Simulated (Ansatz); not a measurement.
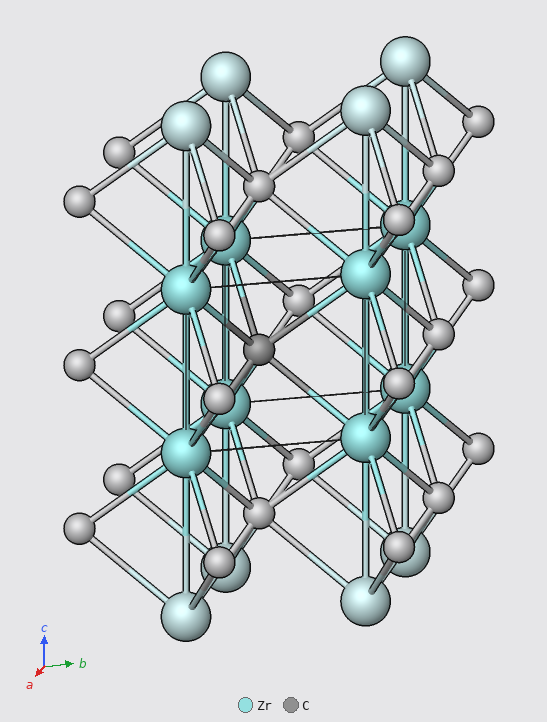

View slightly off an axis, drawn as a ball-and-stick model. Lines trace the edges of the conventional unit cell. Periodic images bonded to atoms of the box are shown as well, in fainter colours.

ZrC, tungsten carbide (WC) type, space group P-6m2 (No. 187), a = 3.270 Å, b = 3.270 Å, c = 2.940 Å, α = 90.00°, β = 90.00°, γ = 120.00°. Provenance: a structure type filled with these elements by a generator (whether the compound takes this form wasn't checked). Earlier steps of the study may have refined or changed the cell and positions. It was run through Ansatz as a DFT input.

This one geometry was computed with Ansatz (DFT, plane waves, PAW) at five levels of theory: r2SCAN, PBEsol, PBE, LDA and PBE with spin-orbit coupling.

Which level gives the highest pressure at this volume, and what does that say about its equilibrium volume?

Answer. Highest: r2SCAN (-0.3 GPa), PBE (0.0 GPa) and PBE with spin-orbit coupling (0.0 GPa), which points to the largest equilibrium volume. Lowest, with the smallest volume: LDA (-9.1 GPa). Levels within 0.5 GPa of each other can't be told apart.

How does the band gap change with the level of theory?

Answer. All levels give a metal.

Collect the results in a table.

Answer.
| level | cutoff (eV) | k-mesh of the run's cell | gap (eV) | pressure (GPa) |
| --- | --- | --- | --- | --- |
| r2SCAN | 500 | 12×12×12 | metal | -0.3 |
| PBEsol | 420 | 12×12×12 | metal | -5.3 |
| PBE | 420 | 12×12×12 | metal | 0.0 |
| LDA | 420 | 12×12×12 | metal | -9.1 |
| PBE with spin-orbit coupling | 420 | 12×12×12 | metal | 0.0 |

Gaps are taken on the k-mesh or band path of each run.
